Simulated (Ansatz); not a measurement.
# WS2: one change and its effect

System: WS2 (6 atoms in the cell).
Method of the first run: Kohn-Sham DFT of a periodic cell, PBEsol with D4, Ansatz PAW, no spin polarisation (Ansatz 0.2.0).

The structure derives from an entry of the Crystallography Open Database. Text and figures count atoms from 1; the logs count them from 0 in places.

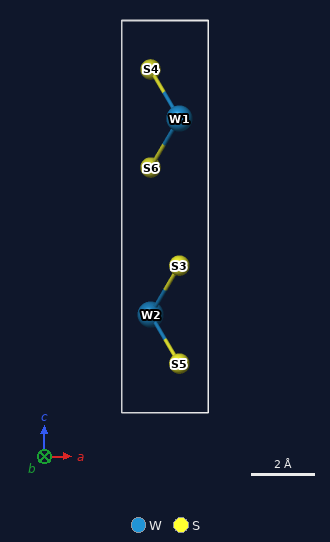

**Figure 1.** The structure as given in the input (ball-and-stick view of the cell of the calculation, along the b axis; atoms are numbered from 1 in the order of the input).

**The input, the first run**
```yaml
crystal:
  lattice:
    - [3.18, 0.0, 0.0]
    - [-1.59, 2.753960784, 0.0]
    - [0.0, 0.0, 12.5]
  atoms:
    - { symbol: W, position: [0.6666666667, 0.3333333333, 0.75] }
    - { symbol: W, position: [0.3333333333, 0.6666666667, 0.25] }
    - { symbol: S, position: [0.6666666667, 0.3333333333, 0.375] }
    - { symbol: S, position: [0.3333333333, 0.6666666667, 0.875] }
    - { symbol: S, position: [0.6666666667, 0.3333333333, 0.125] }
    - { symbol: S, position: [0.3333333333, 0.6666666667, 0.625] }
hamiltonian:
  xc: pbesol
  pseudopotentials: { kind: paw }
  dispersion: d4
kpoints:
  mp_grid: { grid: [10, 10, 3] }
scf:
  occupations: { method: fermi_dirac, width: 0.05 }
output:
  forces: true
  stress: true
relax:
  f_tol: 0.01
  max_steps: 40
  cell: { stress_tol: 0.05 }
```

Command:
```bash
ansatz run input.yaml --threads 2 --pin off --max-ram 5632MiB --backend cpu --events-out ev --progress --plain --runs-dir out
```

Hardware: 2 threads of Intel Xeon @ 2.50GHz (Skylake/Cascade Lake), 189 GiB of memory available, shared host.

**Output, shortened to warnings, some set-up lines, iterations and results (the first run)**
```
Basis set: ecut = 420 eV, 2129 PW (Γ), exchange–correlation on 48×48×180 points (8 copies of the dense FFT grid, shifted against one another)
Symmetry: 24 space group operations
k-points: 28 of 300
Initial density: superposition of atomic densities (neutral atoms: chi_scale 0, normalization atom), corrected by the library's trained network
[...]
SCF iter   1: F=—  HF=-24059.647151 eV  |F-HF|=—  |Δ(HF+E_count)|=         —  Δρ=8.29e-3  dr2=1.28e-1  ethr=1.77e-3  ⟨swp⟩=6.2  Hψ=4155  notcnv=0
SCF iter   2: F=—  HF=-24059.631713 eV  |F-HF|=—  |Δ(HF+E_count)|=   1.54e-2  Δρ=3.10e-3  dr2=5.52e-3  ethr=2.45e-4  ⟨swp⟩=2.5  Hψ=1398  notcnv=0  defer=16
SCF iter   3: F=—  HF=-24059.633002 eV  |F-HF|=—  |Δ(HF+E_count)|=   1.29e-3  Δρ=1.75e-3  dr2=1.69e-3  ethr=1.06e-5  ⟨swp⟩=2.4  Hψ=1238  notcnv=0  defer=16
SCF iter   4: F=—  HF=-24059.633678 eV  |F-HF|=—  |Δ(HF+E_count)|=   6.76e-4  Δρ=7.09e-4  dr2=2.93e-4  ethr=3.26e-6  ⟨swp⟩=2.2  Hψ=1385  notcnv=0  defer=16
SCF iter   5: F=—  HF=-24059.633828 eV  |F-HF|=—  |Δ(HF+E_count)|=   1.50e-4  Δρ=1.46e-4  dr2=1.68e-5  ethr=5.63e-7  ⟨swp⟩=2.5  Hψ=1389  notcnv=0  defer=16
[... 50 lines ...]
SCF iter   3: F=—  HF=-24059.728830 eV  |F-HF|=—  |Δ(HF+E_count)|=   1.66e-7  Δρ=2.50e-6  dr2=2.45e-9  ethr=8.50e-10  ⟨swp⟩=2.0  Hψ=1120  notcnv=0
SCF iter   4: F=—  HF=-24059.728830 eV  |F-HF|=—  |Δ(HF+E_count)|=   1.58e-9  Δρ=3.99e-7  dr2=1.34e-10  ethr=4.72e-12  ⟨swp⟩=2.0  Hψ=1625  notcnv=0
SCF iter   5: F=-24059.728830 eV  HF=-24059.728830 eV  |F-HF|=1.46e-11  |Δ(HF+E_count)|=  5.82e-11  Δρ=1.28e-7  dr2=2.26e-11  ethr=1.00e-12  ⟨swp⟩=5.0  Hψ=3340  notcnv=0
SCF 7 converged in 5 iterations: F = -24059.728830 eV  dr2 = 2.26e-11
relax step   7: F+E_penalty+E_count = -24059.72882983 eV  Δ(F+E_penalty+E_count) = +1.124e-3 eV  max|allowed force component| = 1.421e-3 eV/Å  Δτ_max = 0.0000 Å  P = -0.013 …
basis re-selected at this cell: Δ(F+E_penalty+E_count) = +1.124e-3 eV, ΔP = -0.003 GPa vs the last step (what re-selecting the basis moved, of the pressure what is left beyond the Pulay correction that the steps carried, after the strain that the cell walked since its last selection, with what the …
SCF converged after 5 iterations
Free energy (F): -24059.728830 eV
Harris-Foulkes:  -24059.728830 eV  (|F-HF|=1.46e-11)
Internal energy: -24059.728826 eV  (E = F + TS)
E sigma→0 (E₀):  -24059.728828 eV
Entropy (-TS):   -0.000004 eV (-0.001 meV/atom)
Fermi energy:    12.866786 eV
--- Per-component energies (eV) ---
  E_band       = -338.236591
  E_kinetic    = 1336.706708
  E_local      = -3277.740249  (includes V_loc(G=0)·N_el)
  E_nonlocal   = 120.857176
  E_hartree    = 1294.408037
  E_xc         = -918.839534
  E_vxc        = -831.895667  (∫ρ·V_xc dr)
  E_paw        = -19209.190561  (= ΣΔE_a)
  E_vpaw       = -274.980531  (= ΣTr[D̂ρ^β])
  E_aug_tail   = -0.000127  (compensation charges beyond the density's cutoff)
  E_ewald      = -3405.007421
  E_disp       = -1.614237  (pairwise vdW)
  E_core_change = 0.691382  (= ΣΔE_core)
  E_smearing   = -0.000004  (= −TS)
  E_closure    = 0.000000  (closes the sum)
  Σ components = -24059.728830   (vs F -24059.728830, Δ=0.00e0)
--- Forces (eV/Å), atoms counted from 1 ---
  atom   1  W      0.00000000    -0.00000000    -0.00000000
  atom   2  W      0.00000000     0.00000000     0.00000000
  atom   3  S      0.00000000    -0.00000000    -0.00142077
  atom   4  S      0.00000000     0.00000000    -0.00142077
  atom   5  S      0.00000000    -0.00000000     0.00142077
  atom   6  S      0.00000000     0.00000000     0.00142077
  max |Σ_I F_I| component: 1.62e-17 eV/Å
--- Stress (GPa, compression-positive) ---
       -0.002747      -0.000000      -0.000000
       -0.000000      -0.002747       0.000000
       -0.000000       0.000000      -0.032192
  P = ⅓ Tr σ = -0.0126 GPa (-0.126 kbar)
--- Relaxed structure (6 steps of the walk, 5 accepted, 1 SCFs on fresh bases) ---
[...]
```

For the second run the input was changed thus:
```diff
-  dispersion: d4
+  dispersion: d3bj
```

How does the second run compare with the first run?

The total energies belong to different models, so their difference says nothing on which is more stable or more accurate. The volume per atom goes from 16.93 to 16.48 Å³. The SCF takes 41 iterations over all geometry steps against 46.

**Output, shortened to warnings, some set-up lines, iterations and results (the second run)**
```
Basis set: ecut = 420 eV, 2129 PW (Γ), exchange–correlation on 48×48×180 points (8 copies of the dense FFT grid, shifted against one another)
Symmetry: 24 space group operations
k-points: 28 of 300
Initial density: superposition of atomic densities (neutral atoms: chi_scale 0, normalization atom), corrected by the library's trained network
[...]
SCF iter   1: F=—  HF=-24060.388056 eV  |F-HF|=—  |Δ(HF+E_count)|=         —  Δρ=8.29e-3  dr2=1.28e-1  ethr=1.77e-3  ⟨swp⟩=6.2  Hψ=4155  notcnv=0
SCF iter   2: F=—  HF=-24060.372618 eV  |F-HF|=—  |Δ(HF+E_count)|=   1.54e-2  Δρ=3.10e-3  dr2=5.52e-3  ethr=2.45e-4  ⟨swp⟩=2.5  Hψ=1398  notcnv=0  defer=16
SCF iter   3: F=—  HF=-24060.373907 eV  |F-HF|=—  |Δ(HF+E_count)|=   1.29e-3  Δρ=1.75e-3  dr2=1.69e-3  ethr=1.06e-5  ⟨swp⟩=2.4  Hψ=1238  notcnv=0  defer=16
SCF iter   4: F=—  HF=-24060.374583 eV  |F-HF|=—  |Δ(HF+E_count)|=   6.76e-4  Δρ=7.09e-4  dr2=2.93e-4  ethr=3.26e-6  ⟨swp⟩=2.2  Hψ=1385  notcnv=0  defer=16
SCF iter   5: F=—  HF=-24060.374733 eV  |F-HF|=—  |Δ(HF+E_count)|=   1.50e-4  Δρ=1.46e-4  dr2=1.68e-5  ethr=5.63e-7  ⟨swp⟩=2.5  Hψ=1389  notcnv=0  defer=16
[... 45 lines ...]
SCF iter   4: F=—  HF=-24060.556076 eV  |F-HF|=—  |Δ(HF+E_count)|=   2.15e-9  Δρ=1.57e-6  dr2=3.41e-9  ethr=2.30e-11  ⟨swp⟩=2.0  Hψ=1370  notcnv=0
SCF iter   5: F=—  HF=-24060.556076 eV  |F-HF|=—  |Δ(HF+E_count)|=  4.29e-10  Δρ=5.46e-7  dr2=3.75e-10  ethr=6.56e-12  ⟨swp⟩=2.0  Hψ=1157  notcnv=0
SCF iter   6: F=-24060.556076 eV  HF=-24060.556076 eV  |F-HF|=2.18e-11  |Δ(HF+E_count)|=  2.51e-10  Δρ=2.02e-7  dr2=4.93e-11  ethr=1.00e-12  ⟨swp⟩=5.0  Hψ=3326  notcnv=0
SCF 7 converged in 6 iterations: F = -24060.556076 eV  dr2 = 4.93e-11
relax step   7: F+E_penalty+E_count = -24060.55607581 eV  Δ(F+E_penalty+E_count) = +1.482e-3 eV  max|allowed force component| = 1.042e-4 eV/Å  Δτ_max = 0.0000 Å  P = +0.005 …
basis re-selected at this cell: Δ(F+E_penalty+E_count) = +1.482e-3 eV, ΔP = -0.004 GPa vs the last step (what re-selecting the basis moved, of the pressure what is left beyond the Pulay correction that the steps carried, after the strain that the cell walked since its last selection, with what the …
SCF converged after 6 iterations
Free energy (F): -24060.556076 eV
Harris-Foulkes:  -24060.556076 eV  (|F-HF|=2.18e-11)
Internal energy: -24060.556063 eV  (E = F + TS)
E sigma→0 (E₀):  -24060.556069 eV
Entropy (-TS):   -0.000013 eV (-0.002 meV/atom)
Fermi energy:    13.363128 eV
--- Per-component energies (eV) ---
  E_band       = -314.214590
  E_kinetic    = 1338.596695
  E_local      = -3121.188780  (includes V_loc(G=0)·N_el)
  E_nonlocal   = 120.987417
  E_hartree    = 1227.719672
  E_xc         = -919.652734
  E_vxc        = -832.970063  (∫ρ·V_xc dr)
  E_paw        = -19209.286199  (= ΣΔE_a)
  E_vpaw       = -275.079344  (= ΣTr[D̂ρ^β])
  E_aug_tail   = -0.000134  (compensation charges beyond the density's cutoff)
  E_ewald      = -3495.924903
  E_disp       = -2.498479  (pairwise vdW)
  E_core_change = 0.691382  (= ΣΔE_core)
  E_smearing   = -0.000013  (= −TS)
  E_closure    = -0.000000  (closes the sum)
  Σ components = -24060.556076   (vs F -24060.556076, Δ=0.00e0)
--- Forces (eV/Å), atoms counted from 1 ---
  atom   1  W      0.00000000     0.00000000     0.00000000
  atom   2  W     -0.00000000    -0.00000000    -0.00000000
  atom   3  S      0.00000000     0.00000000     0.00010416
  atom   4  S      0.00000000    -0.00000000     0.00010416
  atom   5  S      0.00000000     0.00000000    -0.00010416
  atom   6  S     -0.00000000    -0.00000000    -0.00010416
  max |Σ_I F_I| component: 4.63e-18 eV/Å
--- Stress (GPa, compression-positive) ---
        0.001315       0.000000       0.000000
        0.000000       0.001315      -0.000000
        0.000000      -0.000000       0.013117
  P = ⅓ Tr σ = 0.0052 GPa (0.052 kbar)
--- Relaxed structure (6 steps of the walk, 6 accepted, 1 SCFs on fresh bases) ---
[...]
```

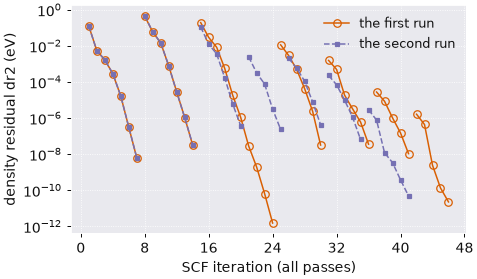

**Figure 2.** Convergence of the two runs: density residual dr2 against the SCF iteration. A break in a curve parts two SCF passes. The first run takes 46 iterations in all, and the second run takes 41.

**The two runs side by side**

| quantity | the first run | the second run |
| --- | --- | --- |
| outcome | converged | converged |
| free energy per atom (eV) | −4009.9548 | −4010.0927 |
| pressure (GPa) | −0.01 | 0.01 |
| volume per atom (Å³) | 16.93 | 16.48 |
| largest force (eV/Å) | 0.001 | 0.000 |
| SCF iterations | 46 | 41 |
| irreducible k-points | 28 | 28 |
| wall time (shared host) | 54 s | 56 s |

For both runs: Spin–orbit coupling is left out, which matters for W.
